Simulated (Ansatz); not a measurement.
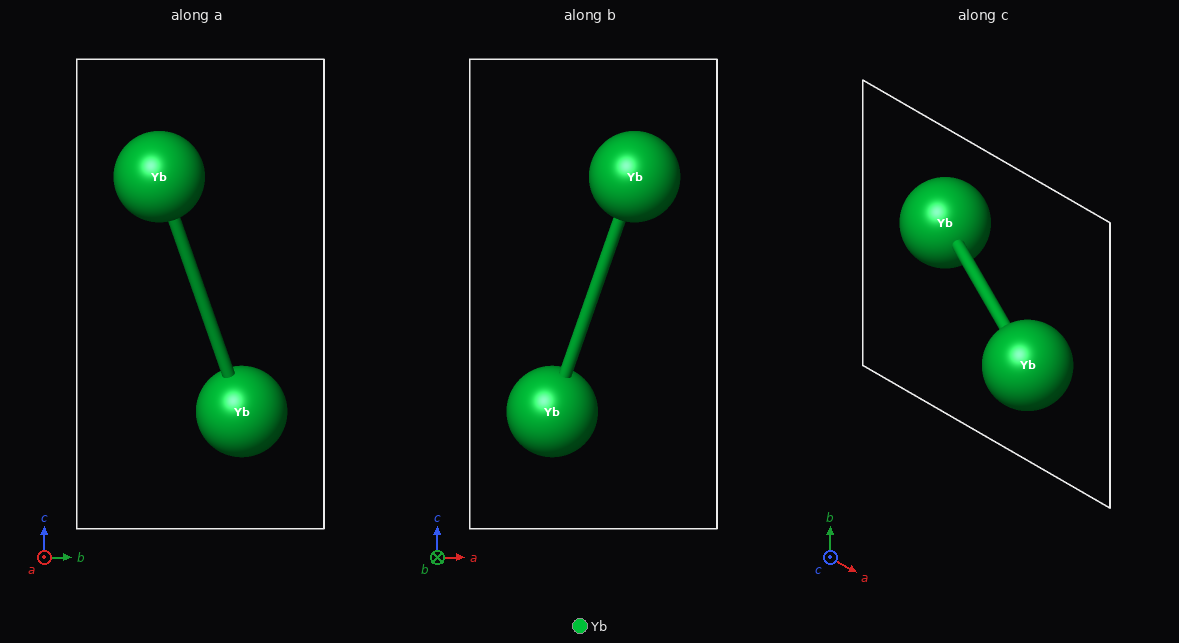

We look at a ball-and-stick model of the crystal along the a axis, along the b axis and along the c axis. The wireframe shows the conventional unit cell.

Lattice parameters: a = 3.740 Å, b = 3.740 Å, c = 6.156 Å, α = 90.00°, β = 90.00°, γ = 120.00°. Put a along x and b in the xy plane.

Transcribe the picture into a POSCAR file.

```
Yb
1.0
     3.740    0.000    0.000
    -1.870    3.239    0.000
     0.000    0.000    6.156
Yb
2
Direct
  0.3333 0.6667 0.2500
  0.6667 0.3333 0.7500
```

Origin of the cell: a structure type filled with this element by a generator (whether the element takes this form wasn't checked). Earlier steps of the study may have refined or changed the cell and positions. It was run through Ansatz as a DFT input.
